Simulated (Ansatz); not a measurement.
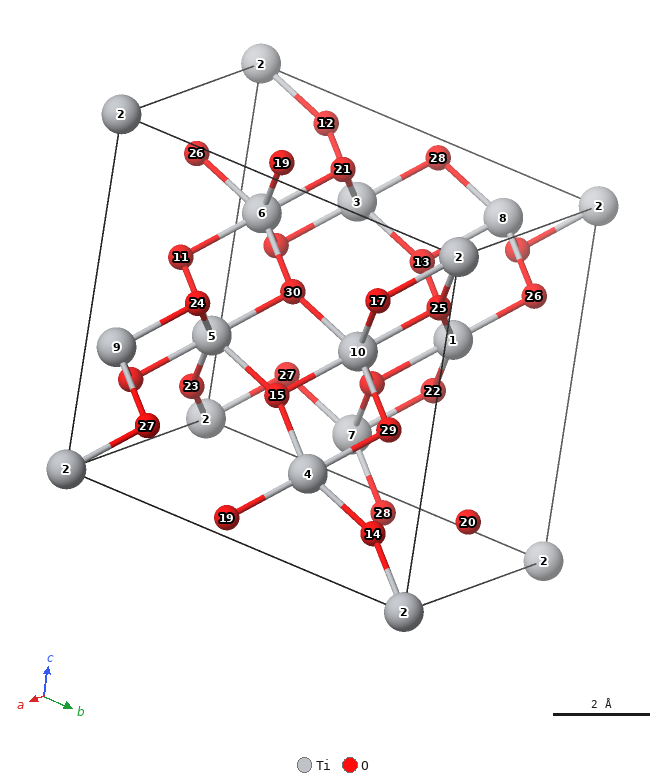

*The structure (ball-and-stick view of the cell of the calculation, seen slightly off an axis; atoms are numbered from 1 in the order of the input).*

Near neighbours in the crystal (not all of them lie inside the picture): Ti has 6 O at 1.95 to 2.00 Å; O has 3 Ti at 1.95 to 2.00 Å.

# Single-point calculation of TiO2

TiO2 (I4₁/amd, 30 atoms in the cell), computed with DFT PBE, scalar-relativistic, plane waves, PAW, no spin polarisation (Ansatz 0.2.0).

The structure derives from a Materials Project entry. It belongs to a series of runs on one base structure; here: the perfect crystal in a cell of 30 atoms. Figures and captions count atoms from 1; the log counts them from 0 in places.

The input
```yaml
crystal:
  lattice:
    - [-1.8995999942, -5.6987999826, 4.8488731938]
    - [-5.6987999826, 1.8995999942, -4.8488731938]
    - [5.6987999826, -1.8995999942, -4.8488731938]
  atoms:
    - { symbol: Ti, position: [0.4, 0.8, 0.6] }
    - { symbol: Ti, position: [0.0, 0.0, 0.0] }
    - { symbol: Ti, position: [0.2, 0.4, 0.8] }
    - { symbol: Ti, position: [0.8, 0.6, 0.2] }
    - { symbol: Ti, position: [0.6, 0.2, 0.4] }
    - { symbol: Ti, position: [0.5, 0.25, 0.75] }
    - { symbol: Ti, position: [0.1, 0.45, 0.15] }
    - { symbol: Ti, position: [0.3, 0.85, 0.95] }
    - { symbol: Ti, position: [0.9, 0.05, 0.35] }
    - { symbol: Ti, position: [0.7, 0.65, 0.55] }
    - { symbol: O, position: [0.5, 0.0435185418, 0.5435185418] }
    - { symbol: O, position: [0.1, 0.2435185418, 0.9435185418] }
    - { symbol: O, position: [0.3, 0.6435185418, 0.7435185418] }
    - { symbol: O, position: [0.9, 0.8435185418, 0.1435185418] }
    - { symbol: O, position: [0.7, 0.4435185418, 0.3435185418] }
    - { symbol: O, position: [0.4, 0.5935185418, 0.3935185418] }
    - { symbol: O, position: [1.0, 0.7935185418, 0.7935185418] }
    - { symbol: O, position: [0.2, 0.1935185418, 0.5935185418] }
    - { symbol: O, position: [0.8, 0.3935185418, 0.9935185418] }
    - { symbol: O, position: [0.6, 0.9935185418, 0.1935185418] }
    - { symbol: O, position: [0.5, 0.4564814582, 0.9564814582] }
    - { symbol: O, position: [0.1, 0.6564814582, 0.3564814582] }
    - { symbol: O, position: [0.3, 0.0564814582, 0.1564814582] }
    - { symbol: O, position: [0.9, 0.2564814582, 0.5564814582] }
    - { symbol: O, position: [0.7, 0.8564814582, 0.7564814582] }
    - { symbol: O, position: [0.4, 0.0064814582, 0.8064814582] }
    - { symbol: O, position: [1.0, 0.2064814582, 0.2064814582] }
    - { symbol: O, position: [0.2, 0.6064814582, 0.0064814582] }
    - { symbol: O, position: [0.8, 0.8064814582, 0.4064814582] }
    - { symbol: O, position: [0.6, 0.4064814582, 0.6064814582] }
basis:
  ecutwfc: 420
  xc_grid: 2
kpoints:
  mp_grid: { grid: [2, 2, 2], shift: [0.5, 0.5, 0.5] }
hamiltonian:
  xc: pbe
scf:
  occupations: { method: gaussian, width: 0.02 }
output:
  forces: true
  stress: true
  eigenvalues: true
  write_density: true
  write_potential: true
  elf: true
  volumetric_format: npy
```

Run as:
```bash
ansatz run input.yaml --threads 8 --pin off --max-ram 16384MiB --backend cpu --events-out ev --progress --plain --runs-dir out
```

Log
```
Engine: ansatz 0.2.0, aarch64-unknown-linux-gnu
Pseudopotentials: kind: paw
Pseudopotential: Ti, paw, valence charge 12, recommended cutoff 420 eV (normal), Ti.paw.azcp
Pseudopotential: O, paw, valence charge 6, recommended cutoff 420 eV (normal), O.paw.azcp
Functional definition: PBE
  parameter kappa = 0.804
  parameter beta = 0.06672455060314922
  exchange = pbe_x(kappa = kappa, mu = beta*pi^2/3)
  correlation = pbe_c(beta = beta)
Crystal: 30 atoms, lattice volume = 349.941 Å³
Basis set: ecut = 420 eV, 6805 PW (Γ), exchange–correlation on 108×108×108 points (8 copies of the dense FFT grid, shifted against one another)
Bands: 150, of which v1, the nominal top of the filled ones, is band 120 counted from 1 (119 counted from 0)
Symmetry: 40 space group operations
Space group: I41/amd (ITA 141), of the structure as read, at distance tolerance 7.0e-5 Å
k-points: 3 of 8
Non-local potential: Ti, projectors of the file, l = 0: 3, l = 1: 2, l = 2: 3, l = 3: 1
Non-local potential: O, projectors of the file, l = 0: 2, l = 1: 2, l = 2: 1
PAW form: soft (Blöchl's): semilocal exchange-correlation on the pseudo side does not see the compensation charge
PAW one-centre angular grid: Ti, 590 points (default); XC on 64 Gauss nodes
PAW one-centre angular grid: O, 110 points (default); XC on 64 Gauss nodes
Initial density: superposition of atomic densities (neutral atoms: chi_scale 0, normalization atom), corrected by the library's trained network
Initial wavefunctions: pseudopotential atomic-orbital guess
Functional: x = pbe(κ = 0.804, μ = 0.2195149727645171), c = pbe(β = 0.06672455060314922)
SCF iter   1: F=—  HF=-36387.476735 eV  |F-HF|=—  |Δ(HF+E_count)|=         —  Δρ=3.28e-3  dr2=1.19e-2  ethr=1.77e-3  ⟨swp⟩=4.7  Hψ=1630  notcnv=0  defer=16
preconditioner: auto → Resta (q_TF=auto, 2.562 Å⁻¹)  ε∞=8.0  [insulator: Δε(μ)=2.326 eV  Ē_g=9.506 eV  σ=0.020 eV  W_gap=1.00  n_scr=102 (ndim 8)  ℏωp=25.1 eV  f_vac=0.108  D(μ)=0.00/eV (n_scr^D=0)  ε∞_Penn≈8.0]
SCF iter   2: F=—  HF=-36387.483488 eV  |F-HF|=—  |Δ(HF+E_count)|=   6.75e-3  Δρ=1.78e-3  dr2=3.67e-3  ethr=4.97e-6  ⟨swp⟩=2.3  Hψ=728  notcnv=0  defer=69
SCF iter   3: F=—  HF=-36387.486287 eV  |F-HF|=—  |Δ(HF+E_count)|=   2.80e-3  Δρ=8.84e-4  dr2=1.44e-3  ethr=1.53e-6  ⟨swp⟩=2.0  Hψ=597  notcnv=0  defer=69
SCF iter   4: F=—  HF=-36387.487135 eV  |F-HF|=—  |Δ(HF+E_count)|=   8.48e-4  Δρ=1.42e-4  dr2=5.37e-5  ethr=6.00e-7  ⟨swp⟩=2.0  Hψ=555  notcnv=0  defer=69
SCF iter   5: F=—  HF=-36387.486919 eV  |F-HF|=—  |Δ(HF+E_count)|=   2.16e-4  Δρ=5.33e-5  dr2=7.61e-6  ethr=2.24e-8  ⟨swp⟩=2.0  Hψ=617  notcnv=0  defer=69
SCF iter   6: F=—  HF=-36387.486924 eV  |F-HF|=—  |Δ(HF+E_count)|=   5.01e-6  Δρ=1.35e-5  dr2=4.50e-7  ethr=3.17e-9  ⟨swp⟩=2.0  Hψ=601  notcnv=0  defer=69
SCF iter   7: F=-36387.486926 eV  HF=-36387.486926 eV  |F-HF|=2.99e-8  |Δ(HF+E_count)|=   1.11e-6  Δρ=3.18e-6  dr2=2.42e-8  ethr=4.17e-11  ⟨swp⟩=13.0  Hψ=3029  notcnv=0
SCF 1 converged in 7 iterations: F = -36387.486926 eV  dr2 = 2.42e-8
  greatest PAW one-centre occupation: 0.999 electrons in one spin orbital (limit 2), on the Ti atom at site 9 (counted from 0), in its partial waves of l = 0
```

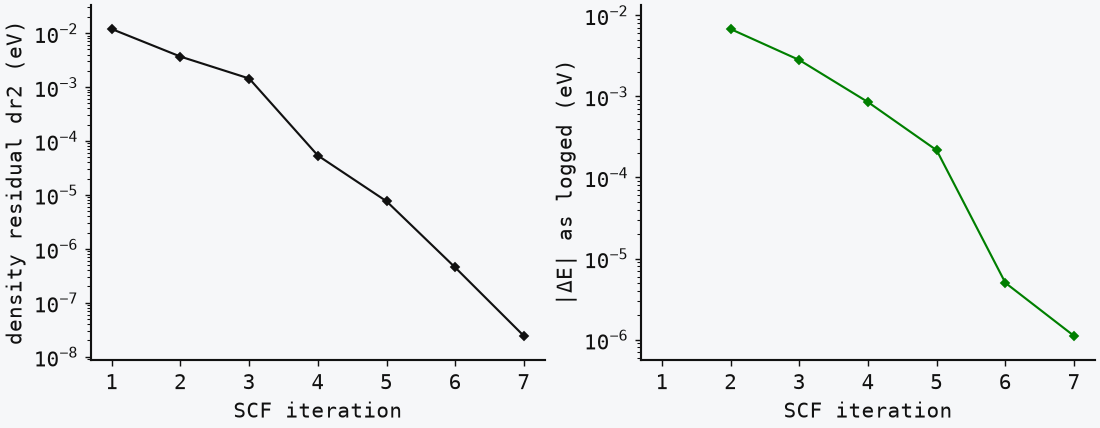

*Convergence of the self-consistent field: density residual dr2 and size of the energy change against the SCF iteration.*

The residual falls at every step.

```
SCF converged after 7 iterations
Free energy (F): -36387.486926 eV
Harris-Foulkes:  -36387.486926 eV  (|F-HF|=2.99e-8)
Internal energy: -36387.486926 eV  (E = F + TS)
E sigma→0 (E₀):  -36387.486926 eV
Fermi energy:    8.031123 eV
--- Per-component energies (eV) ---
  E_band       = -2356.417004
  E_kinetic    = 6224.373531
  E_local      = -18080.331914  (includes V_loc(G=0)·N_el)
  E_nonlocal   = 981.822005
  E_hartree    = 7005.214167
  E_xc         = -2460.519393
  E_vxc        = -3115.629129  (∫ρ·V_xc dr)
  E_paw        = -13608.655056  (= ΣΔE_a)
  E_vpaw       = -2377.134833  (= ΣTr[D̂ρ^β])
  E_aug_tail   = 0.050776  (compensation charges beyond the density's cutoff)
  E_ewald      = -16449.441041
  E_smearing   = -0.000000  (= −TS)
  E_closure    = -0.000000  (closes the sum)
  Σ components = -36387.486926   (vs F -36387.486926, Δ=0.00e0)
--- Forces (eV/Å), atoms counted from 1 ---
  atom   1  Ti    -0.00000000     0.00000000    -0.00000000
  atom   2  Ti    -0.00000000     0.00000000    -0.00000000
  atom   3  Ti    -0.00000000     0.00000000    -0.00000000
  atom   4  Ti    -0.00000000     0.00000000    -0.00000000
  atom   5  Ti    -0.00000000    -0.00000000    -0.00000000
  atom   6  Ti     0.00000000     0.00000000     0.00000000
  atom   7  Ti    -0.00000000     0.00000000     0.00000000
  atom   8  Ti    -0.00000000     0.00000000     0.00000000
  atom   9  Ti    -0.00000000     0.00000000     0.00000000
  atom  10  Ti     0.00000000     0.00000000    -0.00000000
  atom  11  O     -0.00000000    -0.00000000    -0.00170585
  atom  12  O     -0.00000000    -0.00000000    -0.00170585
  atom  13  O      0.00000000    -0.00000000    -0.00170585
  atom  14  O     -0.00000000     0.00000000    -0.00170585
  atom  15  O     -0.00000000    -0.00000000    -0.00170585
  atom  16  O      0.00000000     0.00000000    -0.00170585
  atom  17  O      0.00000000     0.00000000    -0.00170585
  atom  18  O      0.00000000    -0.00000000    -0.00170585
  atom  19  O      0.00000000     0.00000000    -0.00170585
  atom  20  O      0.00000000     0.00000000    -0.00170585
  atom  21  O     -0.00000000    -0.00000000     0.00170585
  atom  22  O     -0.00000000    -0.00000000     0.00170585
  atom  23  O     -0.00000000    -0.00000000     0.00170585
  atom  24  O     -0.00000000    -0.00000000     0.00170585
  atom  25  O     -0.00000000     0.00000000     0.00170585
  atom  26  O     -0.00000000     0.00000000     0.00170585
  atom  27  O     -0.00000000     0.00000000     0.00170585
  atom  28  O      0.00000000     0.00000000     0.00170585
  atom  29  O      0.00000000     0.00000000     0.00170585
  atom  30  O     -0.00000000     0.00000000     0.00170585
  max |Σ_I F_I| component: 4.34e-19 eV/Å
--- Stress (GPa, compression-positive) ---
        0.007605       0.000000      -0.000000
       -0.000000       0.007605      -0.000000
       -0.000000      -0.000000       0.040276
  P = ⅓ Tr σ = 0.0185 GPa (0.185 kbar)
--- Band table (eV) ---
  k-point 0: bands = ["-49.4181", "-49.4181", "-49.4181", "-49.4181", "-49.4012", "-49.4012", "-49.3891", "-49.3891", "-49.3891", "-49.3891", "-25.8331", "-25.8331", "-25.8331", "-25.8331", "-25.8326", "-25.8326", "-25.7428", "-25.7428", "-25.7428", "-25.7428", "-25.7005", "-25.7005", "-25.6715", "-25.6715", "-25.6715", "-25.6715", "-25.6222", "-25.6222", "-25.6222", "-25.6222", "-25.5799", "-25.5799", "-25.5799", "-25.5799", "-25.5508", "-25.5508", "-25.5424", "-25.5424", "-25.5424", "-25.5424", "-10.1028", "-10.1028", "-10.1028", "-10.1028", "-9.3978", "-9.3978", "-9.3978", "-9.3978", "-9.3478", "-9.3478", "-9.3478", "-9.3478", "-9.2608", "-9.2608", "-9.0630", "-9.0630", "-9.0630", "-9.0630", "-8.9542", "-8.9542", "2.4453", "2.4453", "2.4453", "2.4453", "2.7719", "2.7719", "2.8134", "2.8134", "3.0926", "3.0926", "3.0926", "3.0926", "3.2921", "3.2921", "3.3231", "3.3231", "3.3231", "3.3231", "3.5274", "3.5274", "3.5274", "3.5274", "4.1109", "4.1109", "4.1825", "4.1825", "4.1825", "4.1825", "4.5565", "4.5565", "4.5565", "4.5565", "4.9802", "4.9802", "4.9802", "4.9802", "5.3988", "5.3988", "5.3988", "5.3988", "5.4246", "5.4246", "5.5616", "5.5616", "5.5616", "5.5616", "5.9801", "5.9801", "5.9801", "5.9801", "6.3219", "6.3219", "6.3219", "6.3219", "6.5273", "6.5273", "6.5273", "6.5273", "6.7308", "6.7308", "9.9359", "9.9359", "9.9359", "9.9359", "10.1780", "10.1780", "10.1780", "10.1780", "10.3774", "10.3774", "10.3774", "10.3774", "10.4299", "10.4299", "10.4673", "10.4673", "10.5960", "10.5960", "10.5960", "10.5960", "10.6867", "10.6867", "10.6867", "10.6867", "11.1616", "11.1616", "11.1616", "11.1616", "11.7558", "11.7558"]
  k-point 1: bands = ["-49.4269", "-49.4160", "-49.4136", "-49.4060", "-49.4057", "-49.4024", "-49.3984", "-49.3904", "-49.3902", "-49.3814", "-25.8680", "-25.8566", "-25.8503", "-25.8260", "-25.7985", "-25.7798", "-25.7587", "-25.7568", "-25.7300", "-25.6962", "-25.6958", "-25.6906", "-25.6797", "-25.6705", "-25.6682", "-25.6633", "-25.6620", "-25.6526", "-25.6422", "-25.6155", "-25.5916", "-25.5796", "-25.5785", "-25.5720", "-25.5682", "-25.5640", "-25.5478", "-25.5360", "-25.5242", "-25.5117", "-10.3663", "-10.0561", "-9.9476", "-9.7920", "-9.7155", "-9.5553", "-9.4407", "-9.3911", "-9.3434", "-9.3128", "-9.3128", "-9.2327", "-9.1832", "-9.1195", "-9.1126", "-9.0924", "-9.0725", "-9.0503", "-9.0311", "-8.9497", "2.3877", "2.4252", "2.4688", "2.6315", "2.6449", "2.6712", "2.7153", "2.8490", "2.8949", "3.0627", "3.0639", "3.0715", "3.2463", "3.3093", "3.3241", "3.4417", "3.4558", "3.4634", "3.5680", "3.6425", "3.6754", "3.9513", "3.9689", "4.0457", "4.0462", "4.2617", "4.2640", "4.3271", "4.4127", "4.4396", "4.5449", "4.5999", "4.7199", "4.8936", "4.9387", "4.9734", "5.0434", "5.0623", "5.1600", "5.1682", "5.5230", "5.6360", "5.6716", "5.6948", "5.8349", "5.8785", "5.9011", "5.9504", "6.0171", "6.1311", "6.1391", "6.2086", "6.2755", "6.3931", "6.4038", "6.4375", "6.6875", "6.7114", "6.7995", "6.8718", "9.7716", "9.8882", "9.9384", "9.9604", "10.0210", "10.0853", "10.1331", "10.2160", "10.2397", "10.3188", "10.3232", "10.4002", "10.4118", "10.4571", "10.4677", "10.4832", "10.5518", "10.5625", "10.5855", "10.5909", "10.6904", "10.7227", "11.0022", "11.0116", "11.2841", "11.2877", "11.3055", "11.3514", "11.4187", "11.5283"]
  k-point 2: bands = ["-49.4233", "-49.4138", "-49.4138", "-49.4138", "-49.4138", "-49.3914", "-49.3914", "-49.3914", "-49.3914", "-49.3867", "-25.8401", "-25.8401", "-25.8401", "-25.8401", "-25.8201", "-25.7750", "-25.7750", "-25.7750", "-25.7750", "-25.6874", "-25.6874", "-25.6874", "-25.6874", "-25.6664", "-25.6664", "-25.6469", "-25.6469", "-25.6469", "-25.6469", "-25.5813", "-25.5813", "-25.5756", "-25.5756", "-25.5756", "-25.5756", "-25.5690", "-25.5375", "-25.5375", "-25.5375", "-25.5375", "-10.4199", "-9.8607", "-9.8607", "-9.8607", "-9.8607", "-9.6664", "-9.4850", "-9.2633", "-9.2633", "-9.2633", "-9.2633", "-9.1885", "-9.1885", "-9.1885", "-9.1885", "-9.1868", "-9.0175", "-9.0175", "-9.0175", "-9.0175", "2.4392", "2.4392", "2.4392", "2.4392", "2.7664", "2.7664", "2.7664", "2.7664", "3.2342", "3.2342", "3.2434", "3.2482", "3.2482", "3.2482", "3.2482", "3.4048", "3.4224", "3.4224", "3.4224", "3.4224", "3.6803", "3.6803", "3.6803", "3.6803", "4.1617", "4.1617", "4.1617", "4.1617", "4.5876", "4.5876", "4.5876", "4.5876", "4.9944", "4.9944", "5.0641", "5.0641", "5.0641", "5.0641", "5.3280", "5.3280", "5.3280", "5.3280", "5.3884", "5.8920", "5.9184", "5.9184", "5.9393", "5.9393", "5.9393", "5.9393", "6.3804", "6.3804", "6.3804", "6.3804", "6.6110", "6.6110", "6.6110", "6.6110", "6.7617", "6.7617", "9.1903", "9.6623", "10.0044", "10.0044", "10.0044", "10.0044", "10.1373", "10.1373", "10.1373", "10.1373", "10.4741", "10.4741", "10.4741", "10.4741", "10.5867", "10.5867", "10.5867", "10.5867", "10.7525", "10.7525", "11.1228", "11.1228", "11.1228", "11.1228", "11.1666", "11.1666", "11.2626", "11.2626", "11.2626", "11.2626"]
```

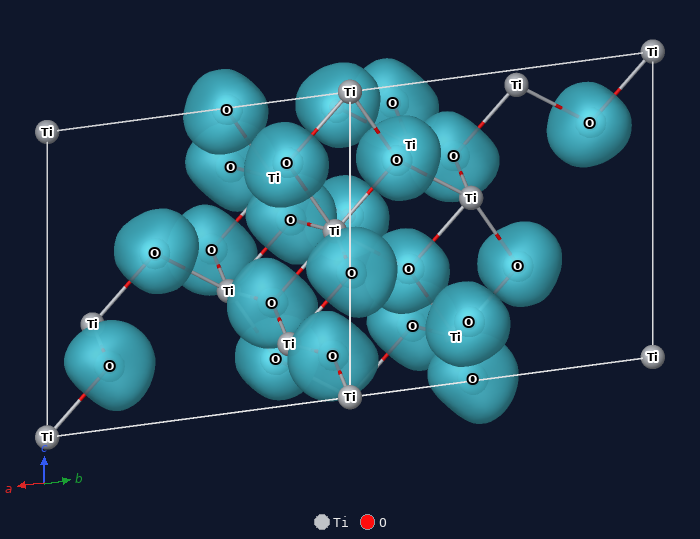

*Isosurface of the electron localisation function at 0.65 (cyan), seen along [110]. Core shells and regions of very low density are left out. Sticks mark near contacts. The outline is the calculation cell.*

Along the contacts the grid gives the following. Ti–O (1.95 Å): the ELF is about 0.20 at the midpoint. Ti–O (2.00 Å): the ELF is about 0.20 at the midpoint. Core electrons are frozen (PAW), so the fields are smoothed inside the atomic spheres.

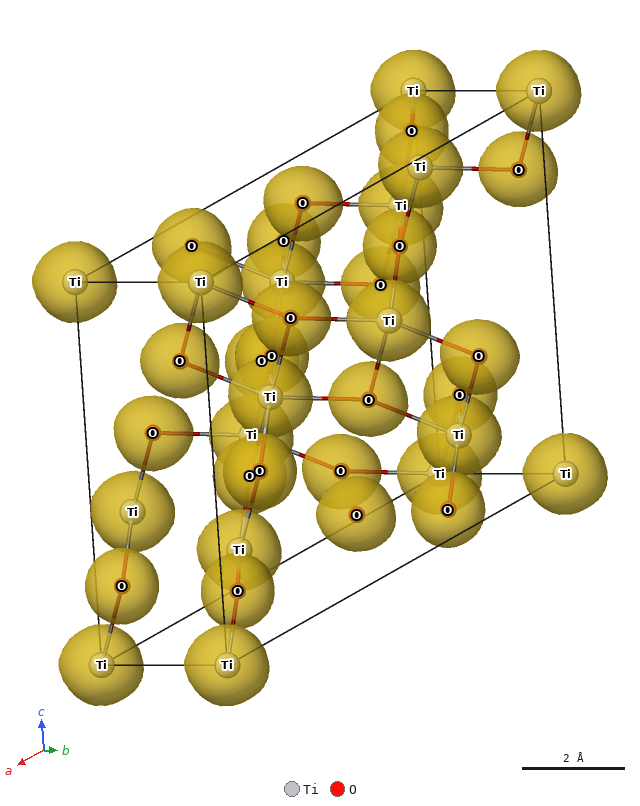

*Isosurface of the valence pseudo-density at 1 e/Å³ (yellow), seen at an oblique angle. Sticks mark near contacts. The outline is the calculation cell.*

At this value the density breaks into separate islands; it holds about 70 % of the electrons treated as valence (semicore included). It is pinched off along the Ti–O (1.95 Å) and Ti–O (2.00 Å) contacts. On the grid the lowest density along these lines, outside the cores, is 0.72 e/Å³ (Ti–O, 1.95 Å) and 0.64 e/Å³ (Ti–O, 2.00 Å).

Results in brief

- outcome: converged
- space group (tolerance 0.01 Å): I4₁/amd (141)
- electrons treated: 240
- free energy: −36387.4869 eV
- Fermi energy: 8.031 eV
- gap on the k-point mesh: 2.32 eV
- pressure: 0.02 GPa
- largest force (length of the vector): 0.002 eV/Å
- hardware: 8 threads of Arm Neoverse V2, 24 GiB of memory available, shared host
- wall time: 2.9 s (CPU time 18 s)
- peak memory: 1 GiB
